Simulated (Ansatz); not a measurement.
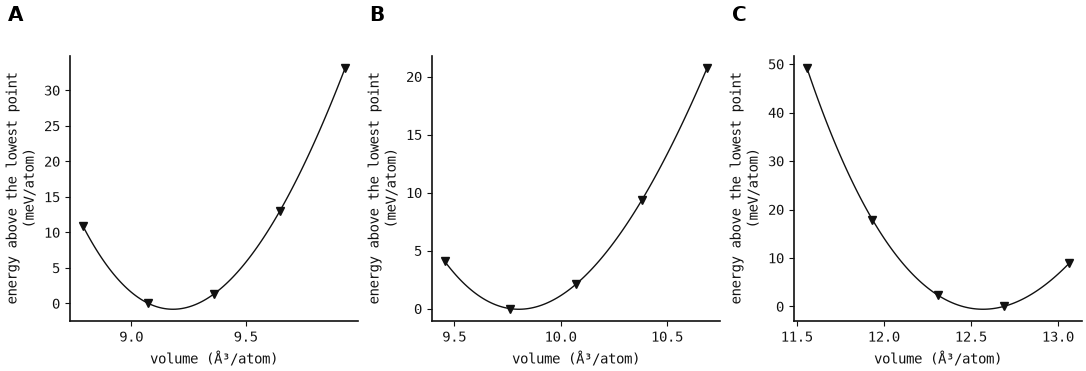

Each panel shows the energy above the lowest point against volume for one of these solids: CuO, Fm-3m (No. 225); EuO₂, Fm-3m (No. 225); O₂F, Fm-3m (No. 225).

Calculation (Ansatz 0.2.0 development build): equation of state of a cubic crystal from periodic Kohn-Sham density functional theory without spin, third-order Birch-Murnaghan fit to the free energies; pressure corrected for the finite basis. Level: r2SCAN.

**Match the panels to the solids.**

A is CuO (energy above the lowest point from 0.0 meV/atom to 33.2 meV/atom, V0 9.182 Å³/atom, B0 205 GPa); B is O₂F (energy above the lowest point from 0.0 meV/atom to 20.8 meV/atom, V0 9.804 Å³/atom, B0 99.4 GPa); C is EuO₂ (energy above the lowest point from 0.0 meV/atom to 49.3 meV/atom, V0 12.57 Å³/atom, B0 168 GPa).

For CuO, limits of the calculation: cubic model structure, not the ambient form; no spin polarisation, a magnetic state may lie lower.

For EuO₂, limits of the calculation: cubic model structure, not the ambient form; open f shell treated without spin; open f shell, state may not be the lowest.

For O₂F, limits of the calculation: cubic model structure, not the ambient form; no spin polarisation, a magnetic state may lie lower; pseudopotentials made with PBE, not this functional.
